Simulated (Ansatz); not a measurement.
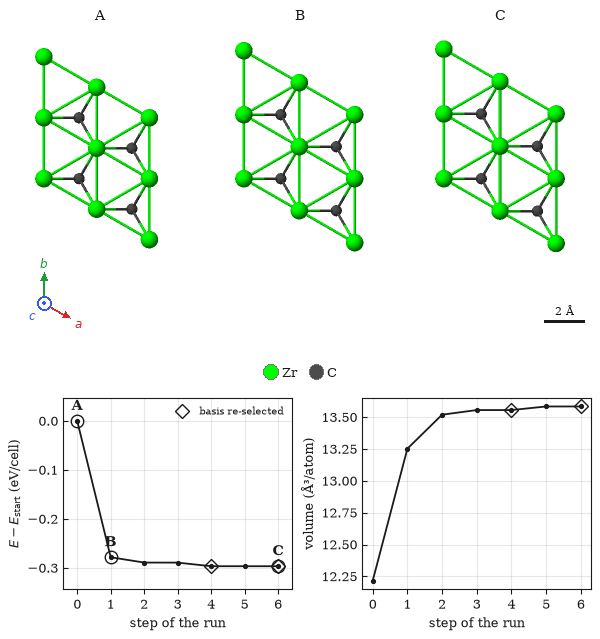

Frames of a relaxation of crystalline ZrC (built on the WC type) (coarse preliminary run), marked on the history of the run. A ball-and-stick model of the cell of the calculation, repeated 2 × 2 × 1 with one cell outlined, seen along the c axis.

The calculation used DFT PBE, scalar-relativistic, plane waves, PAW in Ansatz 0.2.0. Set-up: plane-wave cutoff 420 eV; k-point mesh 8 × 8 × 6; occupations gaussian; smearing width 0.05 eV; no spin polarisation; cell and atoms relaxed; force threshold 0.03 eV/Å; at most 60 steps.

> Describe the path.

Over 4 accepted moves (6 points after the start) the energy falls by 0.296 eV per cell of the calculation. All forces vanish by symmetry, so only the cell relaxes. Pressure: 21.68 GPa at the start and 0.01 GPa at the end. The SCF was repeated twice at an unchanged geometry on a basis and grid sized afresh for the cell, which shifted the energy by 7.3 meV per cell of the calculation at most. No atom moves by more than 0.005 Å relative to the cell. The volume changes by +11.2 %, with a = b 3.069 → 3.263 Å (+6.3 %), c 2.995 → 2.946 Å (−1.6 %). Some distances before and after: Zr–Zr 3.069 → 3.263 Å, C–Zr 2.320 → 2.392 Å, Zr–Zr 2.995 → 2.946 Å. Bond angles that change, for instance: Zr–C–Zr 80.4° → 76.0°, Zr–C–Zr 82.8° → 86.0°. The space group stays P-6m2 (No. 187). The run took 6.4 s on 2 threads of Arm Neoverse V1, on a shared host, peak memory 0.3 GiB. From step 0 to 1: volume +8.5 %, energy −0.278 eV per cell of the calculation. From step 1 to 6: volume +2.5 %, energy −18.3 meV per cell of the calculation.

```tsv
step	E − E(0), meV/atom	pressure, GPa	volume, Å³/atom	note
0	0.00	21.68	12.216	
1	-139.09	4.35	13.253	
2	-144.50	0.64	13.519	
3	-144.56	0.10	13.556	
4	-148.22	0.39	13.556	same geometry, new basis
5	-148.23	0.01	13.584	
6	-148.24	0.01	13.584	same geometry, new basis
```
